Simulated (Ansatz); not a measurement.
# SiC (F-43m):Se_C, thermodynamic levels from a 54-atom cell

Wanted: the transition levels of a substitutional impurity in SiC (F-43m), from a cell of 54 host atoms with 1 C taken out and 1 Se put in.

Main program and level: Ansatz 0.2.0; place-levels on r2SCAN runs: charge-transition levels and formation energies with image-charge correction and potential alignment at the atomic sites; PAW set soft_1.

Experimental background.

“Insight into the structural, elastic and electronic properties of a new orthorhombic 6O-SiC polytype” (2020, pmc:7200658) quotes from earlier work for SiC, cubic 3C zincblende (literature value): band gap (indirect gap) 2.4 eV [literature value; measurement temperature and method not stated].

### Step 1. The structure

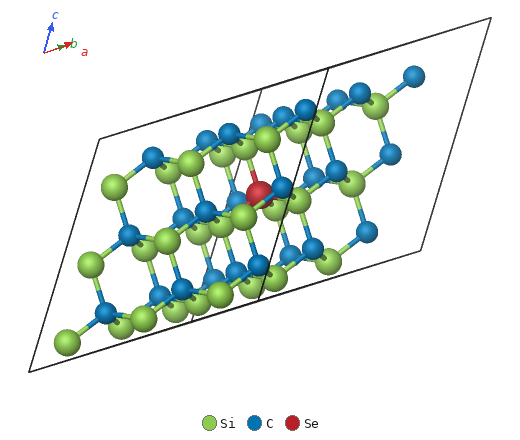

The starting structure, seen slightly off an axis (silicon green, carbon blue, selenium red).

The cell holds 54 atoms: 27 Si, 26 C and 1 Se. Its edges and angles: a = 9.242 Å, b = 9.242 Å, c = 9.242 Å, α = 60.0°, β = 60.0°, γ = 60.0°. It derives from SiC (space group F-43m). Nearest the centre at fractional (0.417, 0.417, 0.417): Se28 at 0.00 Å, Si29 at 1.89 Å, Si33 at 1.89 Å, Si45 at 1.89 Å, Si27 at 1.89 Å, C46 at 3.08 Å, C34 at 3.08 Å, C16 at 3.08 Å.

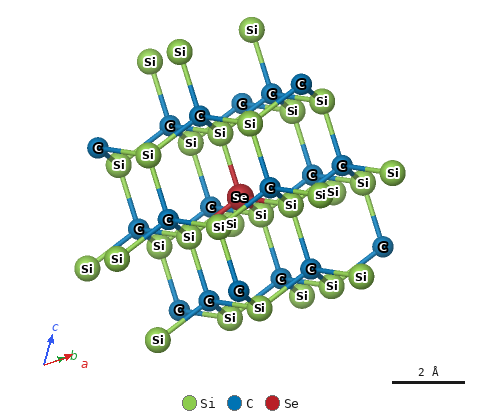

The atoms within 5 Å of the centre.

As a file:

```xyz
54
Lattice="0.0000 6.5349 6.5349 6.5349 0.0000 6.5349 6.5349 6.5349 0.0000" Properties=species:S:1:pos:R:3 pbc="T T T"
Si    0.0000    0.0000    0.0000
C     1.0891    1.0891    1.0891
Si    2.1783    2.1783    0.0000
C     3.2674    3.2674    1.0891
Si    4.3566    4.3566    0.0000
C     5.4457    5.4457    1.0891
Si    2.1783    0.0000    2.1783
C     3.2674    1.0891    3.2674
Si    4.3566    2.1783    2.1783
C     5.4457    3.2674    3.2674
Si    6.5349    4.3566    2.1783
C     7.6240    5.4457    3.2674
Si    4.3566    0.0000    4.3566
C     5.4457    1.0891    5.4457
Si    6.5349    2.1783    4.3566
C     7.6240    3.2674    5.4457
Si    8.7132    4.3566    4.3566
C     9.8023    5.4457    5.4457
Si    0.0000    2.1783    2.1783
C     1.0891    3.2674    3.2674
Si    2.1783    4.3566    2.1783
C     3.2674    5.4457    3.2674
Si    4.3566    6.5349    2.1783
C     5.4457    7.6240    3.2674
Si    2.1783    2.1783    4.3566
C     3.2674    3.2674    5.4457
Si    4.3566    4.3566    4.3566
Se    5.4457    5.4457    5.4457
Si    6.5349    6.5349    4.3566
C     7.6240    7.6240    5.4457
Si    4.3566    2.1783    6.5349
C     5.4457    3.2674    7.6240
Si    6.5349    4.3566    6.5349
C     7.6240    5.4457    7.6240
Si    8.7132    6.5349    6.5349
C     9.8023    7.6240    7.6240
Si    0.0000    4.3566    4.3566
C     1.0891    5.4457    5.4457
Si    2.1783    6.5349    4.3566
C     3.2674    7.6240    5.4457
Si    4.3566    8.7132    4.3566
C     5.4457    9.8023    5.4457
Si    2.1783    4.3566    6.5349
C     3.2674    5.4457    7.6240
Si    4.3566    6.5349    6.5349
C     5.4457    7.6240    7.6240
Si    6.5349    8.7132    6.5349
C     7.6240    9.8023    7.6240
Si    4.3566    4.3566    8.7132
C     5.4457    5.4457    9.8023
Si    6.5349    6.5349    8.7132
C     7.6240    7.6240    9.8023
Si    8.7132    8.7132    8.7132
C     9.8023    9.8023    9.8023
```

Screening for the image-charge correction: ε∞ = 7.06, ε0 = 10.43, computed on the host (DFPT, PBEsol, on the r2SCAN cell), and a cell off the functional's own equilibrium shifts the ionic part.

The cell's shortest repeat is 9.2 Å.

### Step 2. The runs of each charge state

Levels follow from differences of total energies between charge states, each relaxed by itself.

Random displacements of about 0.05 Å break the site symmetry at the start, so that the relaxation can reach a distorted minimum if there is one. Forces are taken on a 2×2×2 shifted mesh. The cell holds 1 electron more than the neutral one, with a uniform background that keeps it neutral on the whole. The electron count is odd, so at least one spin is unpaired; this run locks the moment at 1 μB.

The sampling was tested on the host first: at the k-points planned (1x1x1 shifted 0.25 0.25 0.25) its energy lies 0.119 eV an atom from the dense-mesh value, so the final energies take a denser sampling.

One of the inputs; charge, spin and start change from state to state.

The input, qm1_M1.relax/input.yaml:

```yaml
crystal:
  lattice:
    - [0.0, 2.17829624, 2.17829624]
    - [2.17829624, 0.0, 2.17829624]
    - [2.17829624, 2.17829624, 0.0]
  atoms:
    - { symbol: Si, position: [0.0, 0.0, 0.0] }
    - { symbol: C, position: [0.25, 0.25, 0.25] }
  supercell: [3, 3, 3]
  defects: [{ substitution: { at: 27, symbol: Se } }]
total_charge: -1
basis:
  ecutwfc: 500
  xc_grid: 2
hamiltonian:
  xc: r2scan
  pseudopotentials: { kind: paw, azcp: { folder: soft_1 } }
kpoints:
  mp_grid: { grid: [2, 2, 2], shift: [0.5, 0.5, 0.5] }
magnetization:
  spin_polarized: true
  initial_magnetization: 1
  spin_locking: { lock_magnetization: hard }
scf:
  occupations: { method: fixed }
  max_iter: 60
output:
  forces: true
  charged_corrections: { epsilon: 7.06, static_epsilon: 10.43 }
relax:
  f_tol: 0.02
  max_steps: 80
  random_displacement: { amplitude: 0.05, seed: 1523 }
checkpoint:
  write: "../qm1_M1.relax.run"
  compress: false
  write_wavefunctions: true
  write_every: 100000
```

On the command line:

```console
ansatz run input.yaml --threads 4 --pin off --max-ram 7536MiB --backend cpu --events-out ev --progress --plain --runs-dir out
```

The run of this state that the levels use, under r2SCAN:

The input, qm1_M1.point/input.yaml:

```yaml
crystal:
  checkpoint: "../qm1_M1.relax.run"
  host: checkpoint
total_charge: -1
basis:
  ecutwfc: 500
  xc_grid: 2
hamiltonian:
  xc: r2scan
  pseudopotentials: { kind: paw, azcp: { folder: soft_1 } }
kpoints:
  mp_grid: { grid: [2, 2, 2], shift: [0.5, 0.5, 0.5] }
magnetization:
  spin_polarized: true
  initial_magnetization: 1
  spin_locking: { lock_magnetization: hard }
scf:
  occupations: { method: fixed }
  max_iter: 60
output:
  forces: true
  eigenvalues: true
  charged_corrections:
    epsilon: 7.06
    static_epsilon: 10.43
    defect_position: [0.416667, 0.416667, 0.416667]
  eigenstates: { localisation: true }
  populations: true
  efg: {}
  band_densities: [{ bands: [v1, v1] }, { bands: [c1, c1] }]
  write_density: true
  write_potential: true
  volumetric_format: npy
  elf: true
checkpoint:
  read: "../qm1_M1.relax.run"
  write: "../qm1_M1.point.run"
  compress: false
  write_wavefunctions: false
  write_every: 100000
```

Relaxations under r2SCAN at a 2×2×2 shifted mesh; times on 4 threads of Arm Neoverse V1, shared host:

```csv
charge,moment (μB),occupations,outcome,steps,largest displacement against the far atoms (Å),time
−1,1,fixed,converged,14,0.51,14 min
0,0,fixed,converged,7,0.38,2.8 min
+1,1,fixed,converged,7,0.35,7.4 min
+2,0,fixed,converged,5,0.33,2.2 min
0,2,fixed,converged,11,0.48,11 min
```

Single points under r2SCAN at a 2×2×2 shifted mesh; times on 4 threads of Arm Neoverse V1, shared host:

```csv
charge,moment (μB),occupations,outcome,time
−1,1,fixed,converged,58 s
0,0,fixed,converged,24 s
+1,1,fixed,converged,51 s
+2,0,fixed,converged,21 s
0,2,fixed,converged,57 s
```

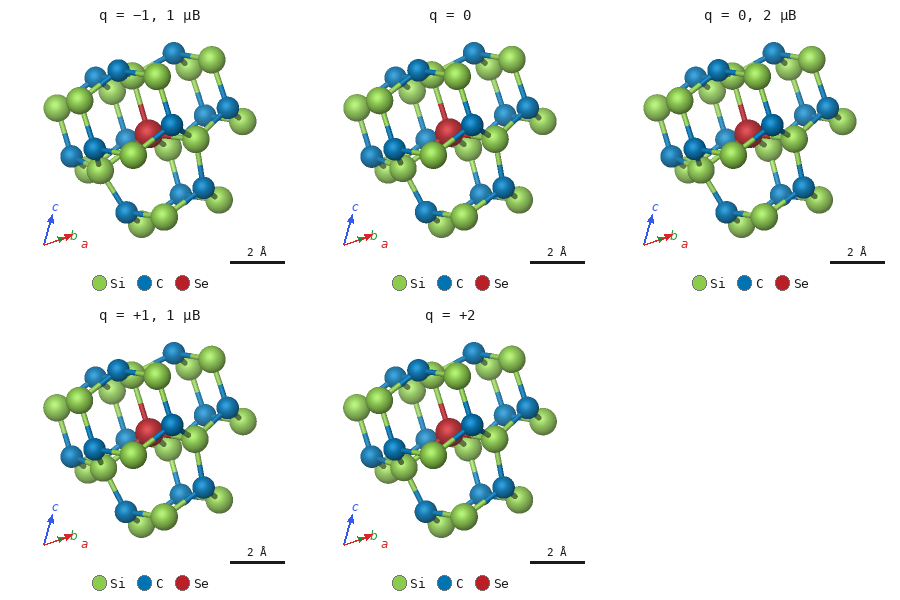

The structures near the centre after relaxation with r2SCAN, by charge.

Distances (Å) from Se28 to the nearest atoms after relaxation with r2SCAN:

```csv
charge,moment (μB),1.,2.,3.,4.,5.,6.
−1,1,Si 2.23,Si 2.24,Si 2.27,Si 2.34,C 3.06,C 3.06
0,0,Si 2.24,Si 2.24,Si 2.24,Si 2.25,C 3.11,C 3.11
0,2,Si 2.23,Si 2.23,Si 2.26,Si 2.31,C 3.07,C 3.07
+1,1,Si 2.23,Si 2.23,Si 2.23,Si 2.23,C 3.11,C 3.11
+2,0,Si 2.22,Si 2.22,Si 2.22,Si 2.22,C 3.11,C 3.11
```

### Step 3. place-levels, r2SCAN

A charged cell interacts with its images and the background, and its potential has another zero than the host's. place-levels removes the first by a point-charge model, screened by the static dielectric constant since the ions have relaxed around the charge, and the second by comparing potentials at atoms far from the defect.

The host is a run of the defect-free crystal in the same cutoffs, grids and k-points, so that basis and sampling errors cancel in part in the differences. The host is run in a cell of 2 atoms on a matching mesh. Its band edges are searched through the zone by a band path, so the gap is smaller than, or equal to, that on the mesh. Chemical potentials are energies per atom of C (diamond) and Se (trigonal (grey) selenium), run with the same functional and cutoff. Carbon is taken as diamond, which semilocal functionals can put about 0.1 eV an atom over graphite.

The input, levels.point.yaml:

```yaml
host:
  run: host.point.run
states: [qm1_M1.point.run, q0.point.run, qp1_M1.point.run, qp2.point.run, q0_M2.point.run]
geometry_from:
  qm1_M1.point.run: qm1_M1.relax.run
  q0.point.run: q0.relax.run
  qp1_M1.point.run: qp1_M1.relax.run
  qp2.point.run: qp2.relax.run
  q0_M2.point.run: q0_M2.relax.run
  host.point.run: host.relax.run
chemical_potentials:
  C:
    energy: -251.553391
    dataset: "<sha256 of the dataset>"
  Se:
    energy: -5478.140172
    dataset: "<sha256 of the dataset>"
epsilon: 7.06
static_epsilon: 10.43
vertical:
  - { from: qm1_M1.point.run, to: qm1_M1.point_neutral.run }
  - { from: qp1_M1.point.run, to: qp1_M1.point_neutral.run }
  - { from: qp2.point.run, to: qp2.point_neutral.run }
```

On the command line:

```console
ansatz place-levels levels.point.yaml -- --threads 4 --pin off --max-ram 7536MiB
```

Numbers of over 12 decimals in the logs are rounded to 6 here.

The log of the run:

```text
[... repeated set-up lines and file paths are left out, and long positions are rounded to six places ...]
(+2/+1) 1.393 eV above the valence edge, 0.317 eV under the conduction edge
(+1/0) 1.794 eV above the valence edge (+1.796 eV without the band-filling correction), in the conduction band
(0/-1) 1.871 eV above the valence edge (+2.852 eV without the band-filling correction), in the conduction band
formation energy of charge +2: +1.647 eV with the Fermi level at the valence edge
formation energy of charge +1: +3.040 eV with the Fermi level at the valence edge
formation energy of charge 0: +4.834 eV with the Fermi level at the valence edge
formation energy of charge -1: +6.706 eV with the Fermi level at the valence edge
vertical -1 to 0: no energy, since no alignment is typed
  the change from vertical[0].from (qm1_M1.point.run) to vertical[0].to (qm1_M1.point_neutral.run): by its potential at epsilon 7.06 it stands at 0.181 0.276 0.277, with an rms radius of about 3.5 Å (2.3 1.8 1.8 Å across the planes of the cell's vectors); [...]
vertical +1 to 0: no energy, since no alignment is typed
  the change from vertical[1].from (qp1_M1.point.run) to vertical[1].to (qp1_M1.point_neutral.run): by its potential at epsilon 7.06 it stands at 0.288 0.289 0.289, with an rms radius of about 4.4 Å (2.5 2.5 2.5 Å across the planes of the cell's vectors); [...]
vertical +2 to 0: no energy, since no alignment is typed
  the change from vertical[2].from (qp2.point.run) to vertical[2].to (qp2.point_neutral.run): by its potential at epsilon 7.06 it stands at 0.295 0.293 0.294, with an rms radius of about 4.3 Å (2.5 2.5 2.5 Å across the planes of the cell's vectors); [...]
  edges by r2scan, gap 1.710 eV; the host is sampled to repeats of 18.48 Å
[...]
charge 0: +0.000 eV for its dipole among its images, +0.000 omitted
  charge -1: -29275.4381 eV with its correction of -0.241 eV, at epsilon 10.43, aligned at sites: +0.4827 eV, mean over 19 atomic sites at or beyond 4.62 Å from the defect at [0.4167, 0.4167, 0.4167], with -0.000000 for the charge's moments and without [...]
  charge 0: states[4] (q0_M2.point.run) stands 0.666 eV higher, with a moment of 2.00 μB against 0.00
  of states[3] (qp2.point.run): it parts from the run at its places by a charge that spreads by about 2.5 Å along one vector (1.3 Å or more is wide), by its potential at epsilon 7.06, taken for that of held ions (one typed too small widens it), where the cell [...]
  of states[2] (qp1_M1.point.run): it parts from the run at its places by a charge that spreads by about 2.5 Å along one vector (1.3 Å or more is wide), by its potential at epsilon 7.06, taken for that of held ions (one typed too small widens it), where the [...]
  of states[1] (q0.point.run): a band-filling correction moves a carrier to the host's band edge, which changes its energy by -0.002 eV; [...]
  of states[0] (qm1_M1.point.run): it parts from the run at its places by a charge that spreads by about 2.3 Å along one vector (1.3 Å or more is wide), by its potential at epsilon 7.06, taken for that of held ions (one typed too small widens it), where the [...]
  of states[4] (q0_M2.point.run): its moments are held at its close (magnetization.spin_locking), by a field of 0.283 eV a Bohr magneton, and its energy and levels are of the state that this holds: a run that lets them go can end lower; [...]
  of vertical[0].from (qm1_M1.point.run): stability_check_not_made; [...]
  of vertical[1].from (qp1_M1.point.run): stability_check_not_made; [...]
  of vertical[2].from (qp2.point.run): it parts from the run at its places by a charge that spreads by about 2.5 Å along one vector (1.3 Å or more is wide), by its potential at epsilon 7.06, taken for that of held ions (one typed too small widens it), where [...]
```

Elapsed: 0.48 s, on 4 threads of Arm Neoverse V1, shared host.

Levels between the charges placed, in eV above the valence top:

```csv
,gap (eV),(+2/+1),(+1/0),(0/−1)
r2SCAN,1.71,1.39,1.79,1.87
```

Corrections by state:

```csv
charge,moment (μB),image terms and alignment (eV),band filling (eV),ε used,"over the lowest of its charge, as the program ranks them, band filling apart (eV)"
+2,0.0,1.583,-,10.43,0.000
+1,1.0,0.605,-,10.43,0.000
0,0.0,0.000,-0.002,-,0.000
−1,1.0,-0.241,-0.983,10.43,0.000
0,2.0,0.000,-,-,0.666
```

The charged structures listed were also run neutral, and place-levels reads from each pair, by the potential or the spins, how wide the charge is by which they differ; that can be the carrier of either run.

```csv
charge,rms radius (Å),spread where it is widest against the cell (Å),wide from (Å),reading
+2,4.3,2.48,1.31,wide
+1,4.4,2.52,1.31,wide
−1,3.5,2.30,1.31,wide
```

The neutral runs of these pairs need not share the spin of the lowest neutral state, and very wide values only mean spread over the cell.

From the program's caveats on the states, each cut to its opening words:

- charge +2, +1 (1 μB): it parts from the run at its places by a charge that spreads by about 2.5 Å along one vector (1.3 Å or more is wide), by its potential at epsilon 7.06, taken [...]
- charge +2: its alignment with the host at atomic sites is doubtful: the mean over the far sites moves by -0.0982 eV from their farther parts to their nearer, more than [...]
- charge +1 (1 μB): its alignment with the host at atomic sites is doubtful: the mean over the far sites moves by -0.0851 eV from their farther parts to their nearer, more than [...]
- charge +1 (1 μB), −1 (1 μB), 0 (2 μB): flagged: stability check not made
- charge 0: a band-filling correction moves a carrier to the host's band edge, which changes its energy by -0.002 eV
- charge 0: its alignment with the host at atomic sites is doubtful: the mean over the far sites moves by -0.0767 eV from their farther parts to their nearer, more than [...]
- charge −1 (1 μB): it parts from the run at its places by a charge that spreads by about 2.3 Å along one vector (1.3 Å or more is wide), by its potential at epsilon 7.06, taken [...]
- charge −1 (1 μB): a band-filling correction moves a carrier to the host's band edge, which changes its energy by -0.983 eV
- charge 0 (2 μB): its moments are held at its close (magnetization.spin_locking), by a field of 0.283 eV a Bohr magneton, and its energy and levels are of the state that this [...]

Chemical potentials of the elements' reference phases, run alike. Formation energy by charge state (elemental references; gap 1.71 eV):

```csv
charge,at valence top (eV),at conduction bottom (eV),correction included (eV)
+2,1.65,5.07,1.58
+1,3.04,4.75,0.60
0,4.83,4.83,0.00
−1,6.71,5.00,-1.22
```

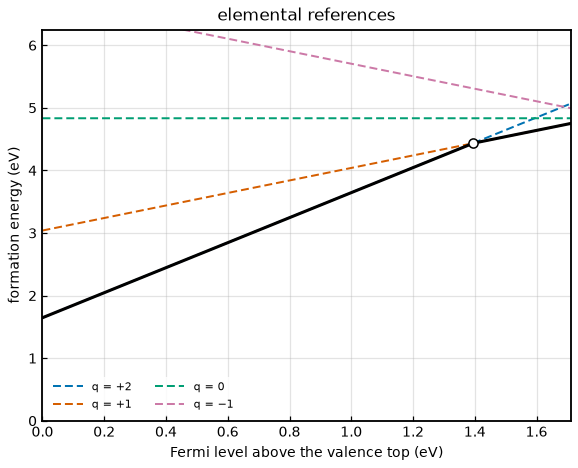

Formation energy against Fermi level; the thick line follows the lowest charge state and circles mark the transition levels.

Charge transition levels, in eV, zero at the valence-band top of the host:

```csv
,conduction bottom,valence top
Se_C,1.71,0.00
```

```csv
,level,energy (eV)
Se_C,(+2/+1),1.39
Se_C,(+1/0),1.79
Se_C,(0/−1),1.87
```

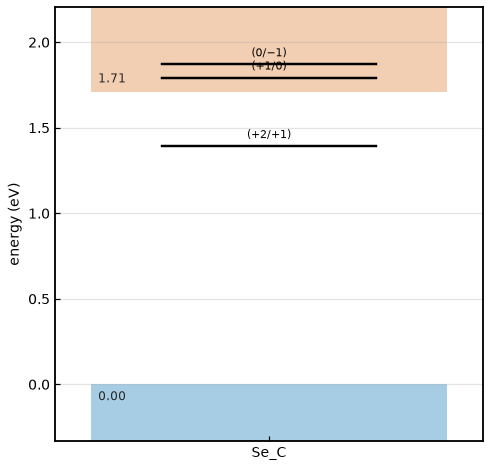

Charge transition levels. Shaded: valence and conduction bands.

### Step 4. What came out

| Item | Value |
| --- | --- |
| gap of the host | 1.71 eV (r2SCAN) |
| level (plus 2/plus 1) | 1.39 eV above the valence top |
| level (plus 1/0) | 1.79 eV above the valence top, past the conduction bottom (1.80 eV above the valence top without the band-filling term) |
| level (0/minus 1) | 1.87 eV above the valence top, past the conduction bottom (2.85 eV above the valence top without the band-filling term) |
| lowest of the charges placed, just above the valence top (0.02 eV) | +2 |
| lowest of the charges placed, just below the conduction bottom (0.02 eV) | +1 |
| lowest formation energy at mid-gap of the charges run, elemental references | 3.36 eV |

What this shows: Of the charges placed (−1, 0, +1 and +2), the lowest changes at 1.39 eV (+2/+1) above the valence top, in a gap of 1.71 eV. (+2/+1) lies nearer to a band edge than the share of the finite-size correction in it (0.98 eV), and that correction holds for a localised charge alone. Charges above +2 were not placed, so these runs say nothing of levels that involve them. States placed: +2 at 0 μB; +1 at 1 μB; 0 at 0 μB and 2 μB; −1 at 1 μB. Other spin states or structures, where not listed, weren't placed. The program finds carriers beyond a band edge of the host and adds a band-filling term at charge −1 (-0.98 eV); steps to such a charge show no bound level, and a defect level inside a band would be read the same way. Corrections reach 1.6 eV, so the cell is small for these charges and their levels are rough. Se is taken at its element; compounds, which aren't counted here, bound the chemical potentials and would shift these formation energies. The program doubts the alignment of potentials for at least one state, a sign that the cell is small. Keep in mind: r2SCAN makes the gap too small and tends to spread out bound carriers.

Calculation against experiment:

| quantity | measured | r2SCAN |
| --- | --- | --- |
| band gap (least gap of the host) (eV) | 2.4 | 1.71 (-0.69 eV) |

Measured values from pmc:7200658 (2020).

How well it matches: The band gap is off by -0.69 eV: a clear miss. Local and semilocal functionals usually give gaps below the measured ones. Zero-point and thermal motion shift the measured gap.

[Logs are printed without paths, hosts, clocks, repeated set-up lines and the standing remarks that a program may print on its own settings, such as how far it seeks lower states.]

[Hosts, paths, dates, database ids (printed as entryN), source tags and the programs' standing remarks are cut or masked in the printed files.]

[Where a table of states has a column of steps, it counts the stored structures, which are thinned; the runs took as many ionic steps or more.]

[A defect's name tells the site on which it was built; relaxed atoms can leave that site.]

[For some hosts the program warned that the k-mesh of the response run may be too coarse for force constants and the static dielectric constant; such warnings are not shown here.]
